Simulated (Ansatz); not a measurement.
**Run report: Ta$_{24}$N$_{23}$, single-point calculation (part 2 of 2)**

The same run, continued: Ta$_{24}$N$_{23}$ (defect cell, 47 atoms in the cell); DFT PBE, scalar-relativistic, plane waves, PAW, spin-polarised (Ansatz 0.2.0); cutoff 420 eV, 2×2×2 k-mesh, Gaussian smearing of 0.05 eV, collinear spins. The structure derives from an entry of the Crystallography Open Database.

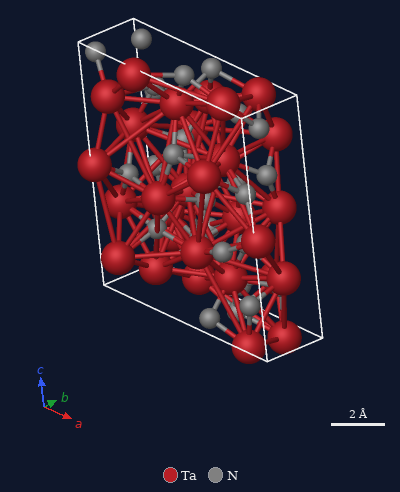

**Figure 1.** The structure (ball-and-stick view of the cell of the calculation, seen slightly off an axis). An atom can appear more than once, as a periodic image.

## Output, continued
```
  k-point 0 ↑: bands = ["-46.7198", "-46.6462", "-46.6380", "-46.6295", "-46.5856", "-46.5801", "-46.4307", "-46.3971", "-46.3250", "-46.2679", "-46.2058", "-46.1687", "-46.1522", "-46.1198", "-46.1109", "-46.0231", "-45.9571", "-45.9304", "-45.8753", "-45.7910", "-45.7555", "-45.7242", "-45.6896", "-45.6476", "-14.0391", "-13.9672", "-13.9355", "-13.8905", "-13.8747", "-13.8318", "-13.7979", "-13.7614", "-13.7421", "-13.6986", "-13.6536", "-13.6449", "-13.6168", "-13.5864", "-13.5761", "-13.5611",
      "-13.5281", "-13.4956", "-13.4635", "-13.4333", "-13.4183", "-13.3916", "-13.3611", "-13.3411", "-13.3338", "-13.3258", "-13.2735", "-13.2417", "-13.2259", "-13.2050", "-13.1836", "-13.1457", "-13.1343", "-13.1192", "-13.0967", "-13.0627", "-13.0362", "-12.9943", "-12.9719", "-12.9530", "-12.9186", "-12.9139", "-12.8946", "-12.8604", "-12.8303", "-12.8069", "-12.7936", "-12.7595", "-12.7371", "-12.7342", "-12.6894", "-12.6649", "-12.6634", "-12.6392", "-12.6074", "-12.5570",
      "-12.5291", "-12.5067", "-12.4512", "-12.4340", "-12.4192", "-12.3841", "-12.3662", "-12.3279", "-12.2771", "-12.2164", "-12.1827", "-12.1354", "-12.0881", "-12.0573", "-11.9656", "-11.8840", "3.3798", "4.6708", "4.7397", "5.0928", "5.2462", "5.2985", "5.4040", "5.5700", "5.6595", "5.7022", "5.7889", "5.9153", "5.9683", "5.9763", "6.1079", "6.1594", "6.2312", "6.4017", "6.4419", "6.5534", "6.7070", "6.7715", "6.8754", "12.4031",
      "12.9529", "13.0886", "13.1541", "13.3732", "13.3954", "13.4243", "13.5848", "13.6554", "13.7860", "13.8236", "14.0526", "14.0756", "14.0840", "14.1661", "14.2512", "14.2919", "14.3750", "14.4691", "14.5633", "14.6000", "14.6656", "14.7525", "14.8599", "14.9244", "15.0377", "15.0853", "15.1996", "15.2315", "15.3114", "15.3690", "15.4521", "15.4970", "15.5508", "15.6155", "15.7632", "15.7912", "15.8727", "15.9309", "16.0186", "16.0894",
      "16.1662", "16.2299", "16.2954", "16.3744", "16.5130", "16.5693", "16.6332", "16.6941", "16.7685", "16.9288", "17.0067", "17.1002", "17.1706", "17.2706", "17.3248", "17.4052", "17.5203", "17.6526", "17.6983", "17.7486", "18.0294", "18.1037", "18.1656", "18.2544", "18.3508", "18.3904", "18.4176", "18.5959", "18.6525", "18.9142", "19.0550", "19.1479", "19.2457", "19.2710", "19.4637", "19.5555", "19.7820", "19.8367", "19.9705", "20.0224",
      "20.0942", "20.1708", "20.4351", "20.6235", "20.6686", "20.7602", "20.9277", "20.9511", "21.0074", "21.0927", "21.2426", "21.4408", "21.7333", "21.7826", "21.9903", "22.0462", "22.1603", "22.2352", "22.3687", "22.4924", "22.6414", "22.7664", "22.8240", "23.0059", "23.2025", "23.2311", "23.2489", "23.4901", "23.5050", "23.6321", "23.7140"]
  k-point 1 ↑: bands = ["-46.7198", "-46.6461", "-46.6380", "-46.6295", "-46.5856", "-46.5801", "-46.4307", "-46.3970", "-46.3251", "-46.2678", "-46.2061", "-46.1687", "-46.1519", "-46.1200", "-46.1108", "-46.0232", "-45.9568", "-45.9306", "-45.8752", "-45.7907", "-45.7562", "-45.7235", "-45.6900", "-45.6475", "-14.0298", "-13.9450", "-13.9289", "-13.8741", "-13.8547", "-13.8192", "-13.7993", "-13.7706", "-13.7352", "-13.7176", "-13.6789", "-13.6413", "-13.6408", "-13.6274", "-13.5985", "-13.5688",
      "-13.5500", "-13.5027", "-13.4679", "-13.4291", "-13.4162", "-13.3897", "-13.3848", "-13.3314", "-13.3283", "-13.3135", "-13.2902", "-13.2453", "-13.2298", "-13.1875", "-13.1691", "-13.1565", "-13.1319", "-13.0989", "-13.0757", "-13.0475", "-13.0261", "-13.0070", "-12.9767", "-12.9438", "-12.9230", "-12.9037", "-12.8821", "-12.8544", "-12.8014", "-12.7850", "-12.7765", "-12.7661", "-12.7462", "-12.7287", "-12.7179", "-12.6666", "-12.6501", "-12.6353", "-12.5974", "-12.5697",
      "-12.5435", "-12.5015", "-12.4871", "-12.4375", "-12.3922", "-12.3790", "-12.3713", "-12.3373", "-12.2725", "-12.2155", "-12.1948", "-12.1410", "-12.1029", "-12.0432", "-11.9695", "-11.8867", "3.6751", "3.9675", "4.9457", "5.1053", "5.2268", "5.3905", "5.5310", "5.5391", "5.6201", "5.7434", "5.7701", "5.8802", "5.9603", "6.1119", "6.1431", "6.2055", "6.3168", "6.3272", "6.4686", "6.5367", "6.6636", "6.7499", "6.7902", "12.4690",
      "12.9593", "13.1152", "13.2670", "13.3619", "13.4191", "13.4938", "13.5762", "13.6363", "13.7070", "13.7548", "13.8872", "13.8907", "14.0803", "14.1273", "14.2331", "14.3372", "14.3904", "14.4813", "14.5320", "14.5900", "14.7415", "14.7670", "14.8063", "14.9274", "15.0286", "15.0861", "15.1071", "15.2274", "15.3660", "15.3899", "15.4523", "15.4966", "15.6007", "15.6805", "15.7780", "15.8028", "15.8666", "15.9135", "16.0639", "16.1384",
      "16.1897", "16.2449", "16.3088", "16.3747", "16.4716", "16.5676", "16.6891", "16.7137", "16.8042", "16.8904", "16.9545", "17.0823", "17.1150", "17.1738", "17.3996", "17.4495", "17.6226", "17.6802", "17.7757", "17.8484", "17.9149", "18.0175", "18.1410", "18.2057", "18.2990", "18.4170", "18.5543", "18.5653", "18.7562", "18.9796", "18.9967", "19.1008", "19.2342", "19.3372", "19.4974", "19.6695", "19.7645", "19.7780", "19.9134", "20.0566",
      "20.0751", "20.1604", "20.2845", "20.5262", "20.6185", "20.7238", "20.9148", "20.9218", "21.0520", "21.1820", "21.3092", "21.4818", "21.5518", "21.8839", "21.9691", "22.0817", "22.1361", "22.3233", "22.3547", "22.5523", "22.6914", "22.7104", "22.9299", "23.0001", "23.1808", "23.2316", "23.2837", "23.4449", "23.5056", "23.5951", "23.7123"]
  k-point 2 ↑: bands = ["-46.7196", "-46.6459", "-46.6378", "-46.6294", "-46.5860", "-46.5800", "-46.4307", "-46.3973", "-46.3251", "-46.2680", "-46.2058", "-46.1691", "-46.1525", "-46.1205", "-46.1104", "-46.0229", "-45.9568", "-45.9307", "-45.8751", "-45.7909", "-45.7557", "-45.7239", "-45.6900", "-45.6470", "-14.0499", "-13.9489", "-13.9241", "-13.8863", "-13.8622", "-13.8296", "-13.7990", "-13.7691", "-13.7385", "-13.7149", "-13.6936", "-13.6637", "-13.6333", "-13.5899", "-13.5730", "-13.5441",
      "-13.5345", "-13.5165", "-13.4767", "-13.4574", "-13.4232", "-13.3884", "-13.3822", "-13.3652", "-13.3048", "-13.2843", "-13.2797", "-13.2714", "-13.2248", "-13.1861", "-13.1793", "-13.1437", "-13.0984", "-13.0944", "-13.0799", "-13.0468", "-13.0370", "-13.0103", "-12.9639", "-12.9511", "-12.9029", "-12.8807", "-12.8713", "-12.8422", "-12.8309", "-12.7998", "-12.7719", "-12.7655", "-12.7362", "-12.7011", "-12.6927", "-12.6785", "-12.6623", "-12.6251", "-12.5989", "-12.5867",
      "-12.5527", "-12.4915", "-12.4739", "-12.4632", "-12.4348", "-12.3785", "-12.3492", "-12.3323", "-12.2947", "-12.2024", "-12.1576", "-12.1540", "-12.1256", "-12.0773", "-11.9776", "-11.8822", "3.9351", "4.2928", "4.6366", "4.8337", "5.1235", "5.2799", "5.4378", "5.4906", "5.5962", "5.6998", "5.8037", "5.8266", "5.9836", "6.0449", "6.0792", "6.2407", "6.3892", "6.4408", "6.5298", "6.6401", "6.7655", "6.7925", "6.8296", "12.6944",
      "12.7633", "13.0908", "13.1342", "13.2202", "13.3338", "13.4916", "13.6284", "13.6759", "13.7892", "13.8224", "13.9311", "14.0067", "14.0621", "14.1800", "14.2722", "14.3298", "14.4720", "14.5033", "14.5437", "14.6625", "14.7045", "14.7339", "14.8343", "14.8968", "14.9629", "15.0824", "15.1510", "15.1761", "15.2721", "15.4016", "15.4704", "15.5189", "15.5691", "15.7017", "15.7292", "15.7756", "15.8923", "15.9779", "16.0638", "16.0828",
      "16.2238", "16.2508", "16.3016", "16.3776", "16.4687", "16.5676", "16.6450", "16.7086", "16.9186", "17.0006", "17.0272", "17.1216", "17.1364", "17.2687", "17.3222", "17.4326", "17.5015", "17.5209", "17.6534", "17.8262", "17.9018", "17.9986", "18.0648", "18.1727", "18.2022", "18.3104", "18.4276", "18.5759", "18.6729", "18.8250", "18.9643", "19.0101", "19.2379", "19.4543", "19.5208", "19.7630", "19.8113", "19.8666", "19.9445", "19.9860",
      "20.1766", "20.2502", "20.5147", "20.5922", "20.6715", "20.7097", "20.8578", "20.9308", "21.1100", "21.1568", "21.2073", "21.4188", "21.6809", "21.7595", "21.8442", "22.0475", "22.1763", "22.4587", "22.4670", "22.6019", "22.6995", "22.8110", "22.8625", "22.9367", "23.0934", "23.1394", "23.2887", "23.4071", "23.5070", "23.5824", "23.6709"]
  k-point 7 ↓: bands = ["-46.7196", "-46.6457", "-46.6373", "-46.6300", "-46.5857", "-46.5802", "-46.4307", "-46.3972", "-46.3251", "-46.2681", "-46.2061", "-46.1688", "-46.1527", "-46.1202", "-46.1107", "-46.0230", "-45.9568", "-45.9308", "-45.8751", "-45.7911", "-45.7560", "-45.7235", "-45.6895", "-45.6470", "-14.0429", "-13.9818", "-13.9198", "-13.9013", "-13.8712", "-13.8179", "-13.7897", "-13.7674", "-13.7496", "-13.7189", "-13.6999", "-13.6597", "-13.6194", "-13.5928", "-13.5800", "-13.5528",
      "-13.5254", "-13.5042", "-13.4739", "-13.4235", "-13.3892", "-13.3691", "-13.3632", "-13.3245", "-13.3179", "-13.2911", "-13.2643", "-13.2445", "-13.2372", "-13.2138", "-13.1911", "-13.1541", "-13.1308", "-13.1081", "-13.0754", "-13.0596", "-13.0122", "-12.9964", "-12.9822", "-12.9462", "-12.9093", "-12.8990", "-12.8799", "-12.8572", "-12.8442", "-12.8254", "-12.8033", "-12.7682", "-12.7450", "-12.7324", "-12.6912", "-12.6777", "-12.6478", "-12.6175", "-12.5679", "-12.5568",
      "-12.5430", "-12.5068", "-12.4684", "-12.4437", "-12.4106", "-12.3784", "-12.3502", "-12.3440", "-12.2933", "-12.2315", "-12.1890", "-12.1308", "-12.1061", "-12.0676", "-11.9733", "-11.8960", "4.2537", "4.5078", "4.6484", "4.8472", "5.0013", "5.0716", "5.2613", "5.4007", "5.5622", "5.6843", "5.7164", "5.8083", "5.9277", "6.0503", "6.1753", "6.2345", "6.3010", "6.4482", "6.5493", "6.6315", "6.7517", "6.8623", "6.9042", "12.5606",
      "12.9190", "12.9920", "13.2222", "13.3636", "13.4007", "13.5196", "13.6473", "13.7285", "13.7980", "13.8134", "13.9152", "13.9985", "14.0846", "14.1187", "14.2946", "14.3950", "14.4229", "14.4691", "14.5491", "14.6440", "14.6785", "14.7961", "14.8654", "14.9398", "14.9851", "15.0910", "15.1260", "15.2195", "15.2570", "15.3721", "15.4115", "15.4285", "15.5406", "15.6896", "15.7417", "15.8455", "15.9295", "15.9582", "15.9809", "16.0987",
      "16.1743", "16.2881", "16.3153", "16.4348", "16.4589", "16.5588", "16.6467", "16.7227", "16.8944", "16.9393", "16.9920", "17.0773", "17.1919", "17.2424", "17.3477", "17.3794", "17.4113", "17.5472", "17.6042", "17.7420", "17.8479", "18.0002", "18.0623", "18.1522", "18.3114", "18.4533", "18.4932", "18.6213", "18.6283", "18.9350", "19.1424", "19.1794", "19.2283", "19.2609", "19.3755", "19.4925", "19.7673", "19.8533", "20.0327", "20.1128",
      "20.1369", "20.2537", "20.4359", "20.4646", "20.6284", "20.6740", "20.7536", "20.9574", "21.1599", "21.2516", "21.2967", "21.3681", "21.5571", "21.6464", "21.8778", "21.9210", "22.0758", "22.2439", "22.4039", "22.5592", "22.7013", "22.7550", "22.9100", "22.9983", "23.0809", "23.2481", "23.3776", "23.5277", "23.6235", "23.6977", "23.7639"]
--- Löwdin populations: 47 sites ---
  site symbol       q [e]    m [muB]
     0     Ta     12.4539     0.0000
     1     Ta     12.2296     0.0000
     2     Ta     12.4962     0.0000
     3     Ta     12.2035     0.0000
     4     Ta     12.2676     0.0000
     5     Ta     12.2945     0.0000
     6     Ta     11.9958     0.0000
     7     Ta     12.4979     0.0000
     8     Ta     12.3673    -0.0000
     9     Ta     12.3145     0.0000
    10     Ta     12.3876     0.0000
    11     Ta     12.2168     0.0000
    12     Ta     12.6749     0.0000
    13     Ta     12.3288     0.0000
    14     Ta     12.0834     0.0000
    15     Ta     12.5728    -0.0000
    16     Ta     12.4541     0.0000
    17     Ta     12.0775     0.0000
    18     Ta     12.2673     0.0000
    19     Ta     12.1816     0.0000
    20     Ta     12.3265     0.0000
    21     Ta     12.5539     0.0000
    22     Ta     12.4502     0.0000
    23     Ta     12.4467     0.0000
    24      N      5.5675     0.0000
    25      N      5.5362    -0.0000
    26      N      5.6466    -0.0000
    27      N      5.6174     0.0000
    28      N      5.5233    -0.0000
    29      N      5.6920    -0.0000
    30      N      5.5670     0.0000
    31      N      5.6109     0.0000
    32      N      5.5835    -0.0000
    33      N      5.6126    -0.0000
    34      N      5.5900    -0.0000
    35      N      5.6004    -0.0000
    36      N      5.5901    -0.0000
    37      N      5.6478    -0.0000
    38      N      5.6326    -0.0000
    39      N      5.6570     0.0000
    40      N      5.5914     0.0000
    41      N      5.6173     0.0000
    42      N      5.5719     0.0000
    43      N      5.6520     0.0000
    44      N      5.6200     0.0000
    45      N      5.5947    -0.0000
    46      N      5.5706     0.0000
  spilling = 0.004601 (of n_electrons = 427.000000)
--- Band densities, each state counted as filled ---
  window                                       electrons  max residual (eV)  cut levels
  e_range: [-0.25, 0.25]             3.125000 + 3.125000             3.5e-6           0
  e_range: [-1.2, 0]                 9.750000 + 9.750000             3.6e-6           0
  e_range: [0, 1.2]                  9.375000 + 9.375000             3.5e-6           0
```

## Summary

| quantity | value |
| --- | --- |
| outcome | converged |
| electrons treated | 427 |
| free energy | −247218.7636 eV |
| Fermi energy | 21.756 eV |
| gap on the k-point mesh | none (metallic) |
| net moment of the cell | 0.00 μB |
| integrated absolute moment | 0.00 μB |
| largest force (length of the vector) | 0.525 eV/Å |
| hardware | 8 threads of Arm Neoverse V1, 24 GiB of memory available, shared host |
| wall time | 4.5 min (CPU time 36 min) |
| peak memory | 5.8 GiB |

Spin–orbit coupling is left out, which matters for Ta.
